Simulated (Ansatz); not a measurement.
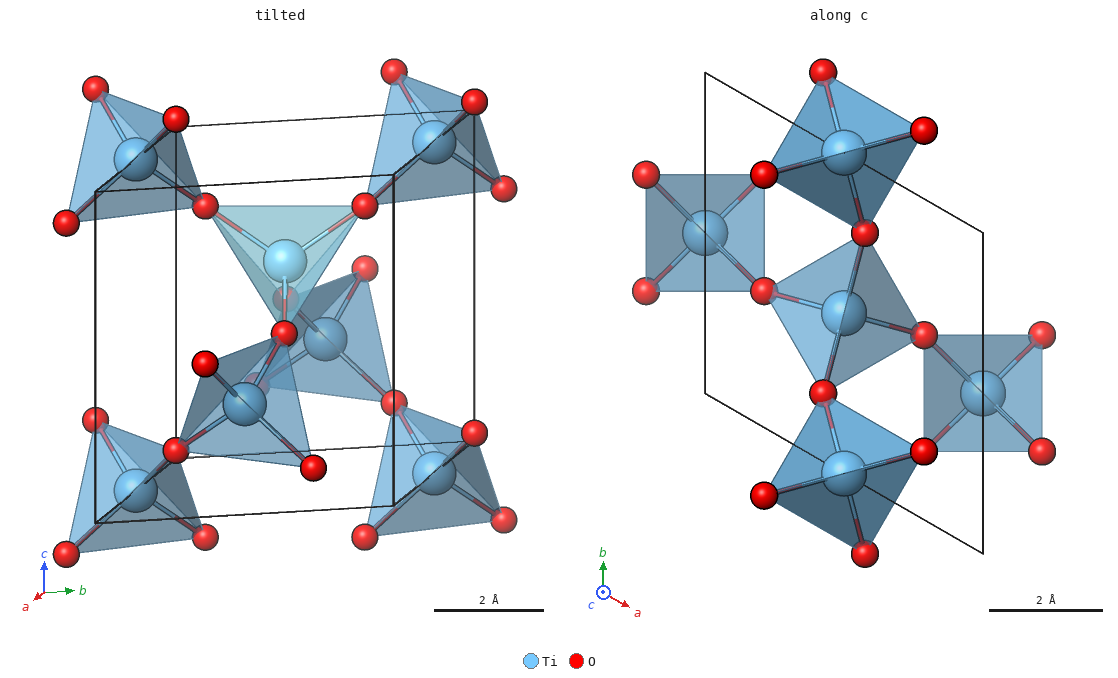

This polyhedral model is shown slightly off an axis and along the c axis. The frame is the conventional unit cell; atoms at its boundary are shown with their periodic copies. A few atoms beyond the faces are included.

TiO$_{2}$, space group P6_422 (No. 181), a = 5.711 Å, b = 5.711 Å, c = 6.274 Å, α = 90.00°, β = 90.00°, γ = 120.00°. Provenance: a structure type filled with these elements by a generator (whether the compound takes this form wasn't checked). Earlier steps of the study may have refined or changed the cell and positions. It was run through Ansatz as a DFT input.

This one geometry was computed with Ansatz (DFT, plane waves, PAW) at four levels of theory: PBE0, HSE06, PBE and r2SCAN. It was relaxed beforehand with r2SCAN.

**Which level gives the highest pressure at this volume, and what does that say about its equilibrium volume?**

Highest: PBE (2.2 GPa), which points to the largest equilibrium volume. Lowest, with the smallest volume: PBE0 (-1.4 GPa) and HSE06 (-1.4 GPa). Levels within 0.5 GPa of each other can't be told apart.

**How does the band gap change with the level of theory?**

PBE: a gap of 3.46 eV, indirect; r2SCAN: a gap of 3.90 eV, indirect; HSE06: a gap of 5.07 eV, indirect; PBE0: a gap of 5.83 eV, indirect.

**Collect the results in a table.**

| level | cutoff (eV) | k-mesh of the run's cell | gap (eV) | pressure (GPa) |
| --- | --- | --- | --- | --- |
| PBE0 | 420 | 6×6×2 | 5.83 | -1.4 |
| HSE06 | 420 | 6×6×2 | 5.07 | -1.4 |
| PBE | 420 | 6×6×4 | 3.46 | 2.2 |
| r2SCAN | 500 | 6×6×4 | 3.90 | 0.0 |

Gaps are taken on the k-mesh or band path of each run.
